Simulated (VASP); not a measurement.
C (slab)

```
CELL_PARAMETERS angstrom
5.04413 0.00000 0.00000
0.00000 2.52207 0.00000
0.00000 0.00000 23.62516
ATOMIC_POSITIONS crystal
C 0.36344 0.00000 0.33816
C 0.26832 0.50000 0.36668
C 0.00000 0.50000 0.40000
C 0.00000 0.00000 0.43965
C 0.24076 0.00000 0.48121
C 0.24076 0.50000 0.51879
C 0.00000 0.50000 0.56035
C 0.00000 0.00000 0.60000
C 0.26832 0.00000 0.63332
C 0.36344 0.50000 0.66184
C 0.63656 0.00000 0.33816
C 0.73168 0.50000 0.36668
C 0.50000 0.50000 0.41188
C 0.50000 0.00000 0.44740
C 0.75924 0.00000 0.48121
C 0.75924 0.50000 0.51879
C 0.50000 0.50000 0.55260
C 0.50000 0.00000 0.58812
C 0.73168 0.00000 0.63332
C 0.63656 0.50000 0.66184
```

The calculation used Kohn-Sham DFT of a periodic cell, PBEsol, VASP PAW PBE potentials, recommended (VASP 6.6.1).

What can the converged valence pseudo-density tell about the bonding?

C–C (1.54 Å): ρ is about 1.6 e/Å³ halfway.

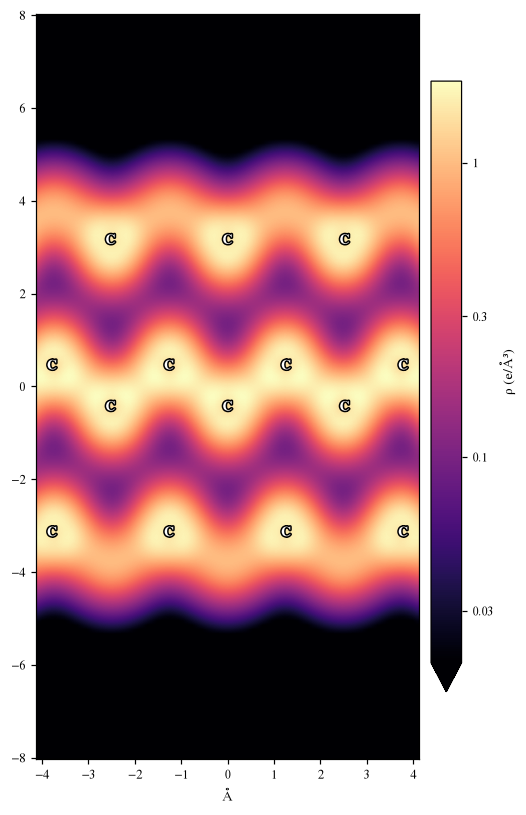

Computed valence pseudo-density on the (100) plane of the calculation cell, a cut from vacuum to vacuum. Atoms just off the plane (C, 0.6 Å away) can leave unmarked features too.

The density is the valence pseudo-density of a PAW calculation; it isn't the true density close to the nuclei.
